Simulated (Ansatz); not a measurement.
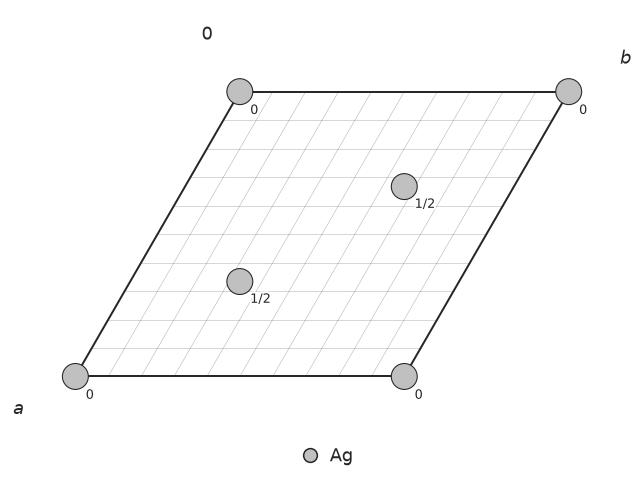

Plan of a unit cell projected along c (a down the page, b across); the numbers are heights as fractions of c, and atoms on the cell's edges are repeated. The grid marks tenths of a and b. Source: coordinates from a relaxation with DFT PBE, scalar-relativistic, plane waves, PAW in Ansatz 0.2.0; the starting structure was generated, so it need not be a known form of this composition. The drawing is computed from the coordinates (standard cell, symmetry found to 0.002 Å).

a = 4.728 Å, b = 4.728 Å, c = 2.826 Å, α = 90.00°, β = 90.00°, γ = 120.00°.

### What does the cell contain?

3 Ag: Ag, Z = 3.

### Which space group?

P6/mmm (No. 191), primitive hexagonal.

### Give the fractional coordinates of all atoms, to two places.

```csv
atom,x,y,z
Ag,0.00,0.00,0.00
Ag,0.33,0.67,0.50
Ag,0.67,0.33,0.50
```
